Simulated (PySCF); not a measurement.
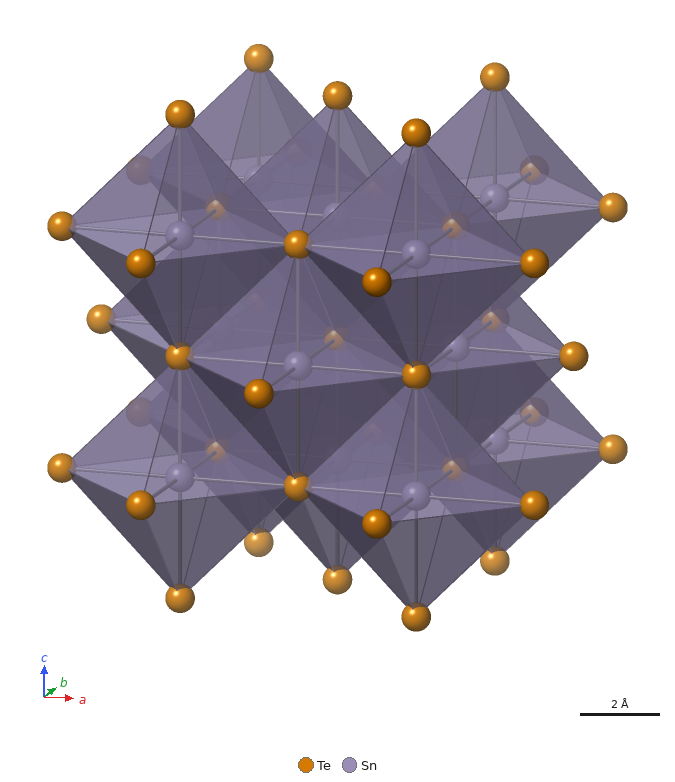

The input geometry (polyhedral view of the cell 4 times as large as that of the calculation, set on its symmetry axes, seen slightly off an axis; polyhedra are completed across the faces of the cell). An atom can appear more than once, as a periodic image.

## Run report: SnTe, G0W0 calculation

The run: G0W0 calculation of SnTe (Fm-3m, 2 atoms in the cell). Method and program: Kohn-Sham DFT of a periodic cell in Gaussian orbitals, PBE, DZVP-MOLOPT-HYB/GTH-HYB (UZH), G0W0, no spin polarisation (PySCF 2.14.0).

The structure derives from an entry of the Crystallography Open Database.

## Input
```python
import json
import numpy as np
from pyscf.pbc import gto, scf, dft, df

cell = gto.Cell()
cell.a = '''
  0.0000000000    3.1508500000    3.1508500000
  3.1508500000    0.0000000000    3.1508500000
  3.1508500000    3.1508500000    0.0000000000'''
cell.atom = '''
Te   3.1508500000    3.1508500000    3.1508500000
Sn   0.0000000000    0.0000000000    0.0000000000'''
cell.unit = 'A'
cell.basis = {'Sn': 'DZVP-MOLOPT-HYB-GTH-q4', 'Te': 'DZVP-MOLOPT-HYB-GTH-q6'}
cell.pseudo = {'Sn': 'GTH-HYB-q4', 'Te': 'GTH-HYB-q6'}
cell.ke_cutoff = 50  # hartree
cell.exp_to_discard = 0.02
cell.precision = 1e-08
cell.max_memory = 5880  # MB
cell.verbose = 4
cell.build()

res = {}
kpts = cell.make_kpts([3, 3, 3])
mf = dft.KRKS(cell, kpts, xc='pbe')
mf = mf.density_fit()
mf.with_df._cderi_to_save = 'cderi.h5'
mf.with_df.build(j_only=False)
mf.grids = dft.gen_grid.UniformGrids(cell)
mf.conv_tol = 1e-08
mf.max_cycle = 60

mf.kernel()
res.update(converged=bool(mf.converged), e_tot=mf.e_tot, nelec=cell.nelectron, nao=cell.nao, mesh=list(map(int, cell.mesh)), a=cell.lattice_vectors().tolist(), coords=cell.atom_coords().tolist(),
           mo_energy=[np.real(x).tolist() for x in mf.mo_energy], mo_occ=[np.real(x).tolist() for x in mf.mo_occ])
import h5py
print('fit functions by k pair:', sorted({v['0'].shape[0] for v in h5py.File(mf.with_df._cderi)['j3c'].values()}))
res.update(kpts=cell.get_scaled_kpts(kpts).tolist())
res['parts'] = {k: float(np.real(v)) for k, v in mf.scf_summary.items() if np.isscalar(v)}
json.dump(res, open('results.json', 'w'))
if not mf.converged:
    raise SystemExit('SCF not converged')

print('levels (eV)')
for i, kp in enumerate(res['kpts'][:40]):
    print('k %7.4f %7.4f %7.4f  ' % tuple(kp), ' '.join('%.3f' % (x * 27.211386) for x in res['mo_energy'][i][:10]))

# Mulliken populations
dm, s = np.asarray(mf.make_rdm1()), np.asarray(mf.get_ovlp())
sites = cell.aoslice_by_atom()[:, 2:]
tot = np.einsum('kij,kji->i', dm, s).real / len(kpts)
res['mulliken'] = [cell.atom_charge(i) - tot[a0:a1].sum() for i, (a0, a1) in enumerate(sites)]
print('Mulliken charges', np.round(res['mulliken'], 5))

from pyscf.pbc.gw.krgw_ac import KRGWAC
gw = KRGWAC(mf)
gw.fc = True
orbs = list(range(2, 8))
gw.kernel(orbs=orbs)
res['orbs'] = orbs
res['qp'] = np.asarray(gw.mo_energy).real.tolist()
res['done'] = True
json.dump(res, open('results.json', 'w'))
```

Hardware: 4 threads of Arm Neoverse V1, 24 GiB of memory available, shared host.

Command:
```bash
OMP_NUM_THREADS=4 python -u run.py > log
```

## What the program printed
```
Discarded 0 diffused primitive functions, 0 contracted functions

PySCF version 2.14.0

[INPUT] verbose = 4
[INPUT] num. atoms = 2
[INPUT] num. electrons = 10
[INPUT] charge = 0
[INPUT] spin (= nelec alpha-beta = 2S) = 0
[INPUT] symmetry False subgroup None
[INPUT] Mole.unit = A
[INPUT] Symbol           X                Y                Z      unit          X                Y                Z       unit  Magmom
[INPUT]  1 Te     3.150850000000   3.150850000000   3.150850000000 AA    5.954243559586   5.954243559586   5.954243559586 Bohr   0.0
[INPUT]  2 Sn     0.000000000000   0.000000000000   0.000000000000 AA    0.000000000000   0.000000000000   0.000000000000 Bohr   0.0

nuclear repulsion = -12.2064206568507
number of shells = 6
number of NR pGTOs = 72
number of NR cGTOs = 26
basis = {'Sn': 'DZVP-MOLOPT-HYB-GTH-q4', 'Te': 'DZVP-MOLOPT-HYB-GTH-q6'}
ecp = {}
lattice vectors  a1 [0.000000000, 5.954243560, 5.954243560]
                 a2 [5.954243560, 0.000000000, 5.954243560]
                 a3 [5.954243560, 5.954243560, 0.000000000]
dimension = 3
low_dim_ft_type = None
Cell volume = 422.192
exp_to_discard = 0.02
rcut = 31.876220693221004 (nimgs = [5 5 5])
precision = 1e-08
pseudo = {'Sn': 'GTH-HYB-q4', 'Te': 'GTH-HYB-q6'}
ke_cutoff = 50
    = [29 29 29] mesh (24389 PWs)

******** <class 'pyscf.pbc.df.df.GDF'> ********
auxbasis = None
exp_to_discard = 0.02
len(kpts) = 27
ETB for Te: l = 0, exps = 0.18906019283696 * 2^n , n = 0..4
ETB for Te: l = 1, exps = 0.18906019283696 * 2^n , n = 0..4
ETB for Te: l = 2, exps = 0.18906019283696 * 2^n , n = 0..4
ETB for Te: l = 3, exps = 0.18906019283696 * 2^n , n = 0..4
ETB for Te: l = 4, exps = 0.18906019283696 * 2^n , n = 0..4
ETB for Sn: l = 0, exps = 0.11322098718468 * 2^n , n = 0..3
ETB for Sn: l = 1, exps = 0.11322098718468 * 2^n , n = 0..3
ETB for Sn: l = 2, exps = 0.11322098718468 * 2^n , n = 0..3
ETB for Sn: l = 3, exps = 0.11322098718468 * 2^n , n = 0..3
ETB for Sn: l = 4, exps = 0.11322098718468 * 2^n , n = 0..3

WARN: Even tempered Gaussians are generated as DF auxbasis for  Te Sn

Drop 0 primitive fitting functions
make aux basis, num shells = 45, num cGTOs = 225
auxcell.rcut 18.186879837143387

******** <class 'pyscf.pbc.df.rsdf_builder._RSGDFBuilder'> ********
mesh = [9 9 9] (729 PWs)
ke_cutoff = 4.454167419305948
omega = 0.2619277281648952
exclude_d_aux = True
exclude_dd_block = True
j2c_eig_always = False
has_long_range = True

******** <class 'pyscf.pbc.dft.krks.KRKS'> ********
method = KRKS
initial guess = minao
damping factor = 0
level_shift factor = 0
DIIS = <class 'pyscf.scf.diis.CDIIS'>
diis_start_cycle = 1
diis_space = 8
diis_damp = 0
SCF conv_tol = 1e-08
SCF conv_tol_grad = None
SCF max_cycles = 60
direct_scf = True
direct_scf_tol = 1e-13

******** PBC SCF flags ********
N kpts = 27
Exchange divergence treatment (exxdiv) = ewald
    madelung (= occupied orbital energy shift) = 0.12833597943583686
    Total energy shift due to Ewald probe charge = -1/2 * Nelec*madelung = -0.641679897179
DF object = <pyscf.pbc.df.df.GDF object>
XC functionals = pbe
small_rho_cutoff = 0
Uniform grid, mesh = [29 29 29]
Set gradient conv threshold to 0.0001

******** <class 'pyscf.pbc.df.rsdf_builder._RSNucBuilder'> ********
mesh = [13 13 13] (2197 PWs)
ke_cutoff = 10.021876693438383
omega = 0.40149337813220065
exclude_d_aux = False
exclude_dd_block = True
j2c_eig_always = False
has_long_range = True
nelec by numeric integration = 9.999999999999977
init E= -7.75890391352872
  HOMO = 0.235745943096  LUMO = 0.26630729195  gap/eV = 0.83162
nelec by numeric integration = 10.000000000000007
cycle= 1 E= -11.5820763195992  delta_E= -3.82  |g|= 2.46  |ddm|= 18.2
  HOMO = 0.194363739258  LUMO = 0.276124059177  gap/eV = 2.22481
nelec by numeric integration = 9.999999999999996
cycle= 2 E= -11.5668787937104  delta_E= 0.0152  |g|= 2.54  |ddm|= 18.3
  HOMO = 0.214053863455  LUMO = 0.270810213066  gap/eV = 1.54442
nelec by numeric integration = 9.999999999999998
cycle= 3 E= -11.7260929745382  delta_E= -0.159  |g|= 0.0594  |ddm|= 9.75
  HOMO = 0.211903743835  LUMO = 0.267917559992  gap/eV = 1.52421
nelec by numeric integration = 9.999999999999996
cycle= 4 E= -11.7261834825991  delta_E= -9.05e-05  |g|= 0.00542  |ddm|= 0.265
  HOMO = 0.211945188654  LUMO = 0.26802018029  gap/eV = 1.52588
nelec by numeric integration = 9.999999999999996
cycle= 5 E= -11.7261841932954  delta_E= -7.11e-07  |g|= 0.000195  |ddm|= 0.0178
  HOMO = 0.211940064936  LUMO = 0.268017786219  gap/eV = 1.52595
nelec by numeric integration = 9.999999999999998
cycle= 6 E= -11.7261841941434  delta_E= -8.48e-10  |g|= 1.54e-05  |ddm|= 0.000713
  HOMO = 0.211939943646  LUMO = 0.268018024664  gap/eV = 1.52596
nelec by numeric integration = 10.0
Extra cycle  E= -11.7261841941421  delta_E= 1.29e-12  |g|= 1.74e-05  |ddm|= 0.00014
converged SCF energy = -11.7261841941421
fit functions by k pair: [225]
levels (eV)
k  0.0000  0.0000  0.0000   -6.394 1.634 4.267 4.267 4.267 9.978 9.978 9.978 12.136 12.136
k -0.0000 -0.0000  0.3333   -5.569 -1.134 4.412 4.412 5.767 7.293 7.293 7.584 14.698 15.142
k -0.0000 -0.0000  0.6667   -5.569 -1.134 4.412 4.412 5.767 7.293 7.293 7.584 14.698 15.142
k  0.0000  0.3333 -0.0000   -5.569 -1.134 4.412 4.412 5.767 7.293 7.293 7.584 14.698 15.142
k  0.0000  0.3333  0.3333   -5.345 -0.335 2.674 2.935 2.935 9.925 10.149 10.901 10.901 15.161
k -0.0000  0.3333  0.6667   -4.859 -1.356 1.425 3.451 4.130 8.506 9.048 11.640 13.312 16.013
k  0.0000  0.6667 -0.0000   -5.569 -1.134 4.412 4.412 5.767 7.293 7.293 7.584 14.698 15.142
k  0.0000  0.6667  0.3333   -4.859 -1.356 1.425 3.451 4.130 8.506 9.048 11.640 13.312 16.013
k  0.0000  0.6667  0.6667   -5.345 -0.335 2.674 2.935 2.935 9.925 10.149 10.901 10.901 15.161
k  0.3333  0.0000  0.0000   -5.569 -1.134 4.412 4.412 5.767 7.293 7.293 7.584 14.698 15.142
k  0.3333  0.0000  0.3333   -5.345 -0.335 2.674 2.935 2.935 9.925 10.149 10.901 10.901 15.161
k  0.3333 -0.0000  0.6667   -4.859 -1.356 1.425 3.451 4.130 8.506 9.048 11.640 13.312 16.013
k  0.3333  0.3333  0.0000   -5.345 -0.335 2.674 2.935 2.935 9.925 10.149 10.901 10.901 15.161
k  0.3333  0.3333  0.3333   -5.569 -1.134 4.412 4.412 5.767 7.293 7.293 7.584 14.698 15.142
k  0.3333  0.3333  0.6667   -4.859 -1.356 1.425 3.451 4.130 8.506 9.048 11.640 13.312 16.013
k  0.3333  0.6667 -0.0000   -4.859 -1.356 1.425 3.451 4.130 8.506 9.048 11.640 13.312 16.013
k  0.3333  0.6667  0.3333   -4.859 -1.356 1.425 3.451 4.130 8.506 9.048 11.640 13.312 16.013
k  0.3333  0.6667  0.6667   -4.859 -1.356 1.425 3.451 4.130 8.506 9.048 11.640 13.312 16.013
k  0.6667  0.0000  0.0000   -5.569 -1.134 4.412 4.412 5.767 7.293 7.293 7.584 14.698 15.142
k  0.6667  0.0000  0.3333   -4.859 -1.356 1.425 3.451 4.130 8.506 9.048 11.640 13.312 16.013
k  0.6667  0.0000  0.6667   -5.345 -0.335 2.674 2.935 2.935 9.925 10.149 10.901 10.901 15.161
k  0.6667  0.3333  0.0000   -4.859 -1.356 1.425 3.451 4.130 8.506 9.048 11.640 13.312 16.013
k  0.6667  0.3333  0.3333   -4.859 -1.356 1.425 3.451 4.130 8.506 9.048 11.640 13.312 16.013
k  0.6667  0.3333  0.6667   -4.859 -1.356 1.425 3.451 4.130 8.506 9.048 11.640 13.312 16.013
k  0.6667  0.6667  0.0000   -5.345 -0.335 2.674 2.935 2.935 9.925 10.149 10.901 10.901 15.161
k  0.6667  0.6667  0.3333   -4.859 -1.356 1.425 3.451 4.130 8.506 9.048 11.640 13.312 16.013
k  0.6667  0.6667  0.6667   -5.569 -1.134 4.412 4.412 5.767 7.293 7.293 7.584 14.698 15.142
Mulliken charges [ 0.09101 -0.09101]

******** <class 'pyscf.pbc.gw.krgw_ac.KRGWAC'> ********
method = KRGWAC
GW nocc = 5, nvir = 21, nkpts = 27
orbital list = [2, 3, 4, 5, 6, 7]
off-diagonal self-energy = False
GW density matrix = False
density-fitting for exchange = False
outcore for self-energy= False
finite size corrections = True
grids for finite size corrections = False
broadening parameter = 5.000e-03
number of grids = 100
analytic continuation method = pade
imaginary frequency cutoff = 5.0
Pade points = 18
Pade step ratio = 0.667
use perturbative linearized QP eqn = False
QPE max iter = 100
QPE tolerance = 1.0e-06

WARN: GW QP energies may not be sorted from min to max
```

## Key numbers

| quantity | value |
| --- | --- |
| outcome | converged |
| space group (tolerance 0.01 Å) | Fm-3m (225) |
| electrons treated | 10 |
| free energy | −319.0857 eV |
| total energy | −319.0857 eV |
| quasiparticle gap | 1.85 eV |
| Fermi energy | 5.767 eV |
| gap on the k-point mesh | 1.53 eV |
| wall time | 9.3 min (CPU time 13 min) |
| peak memory | 1.1 GiB |

Notes on the run: Even tempered Gaussians are generated as DF auxbasis for  Te Sn; GW QP energies may not be sorted from min to max. Points of doubt noted for this run: small mesh and basis.
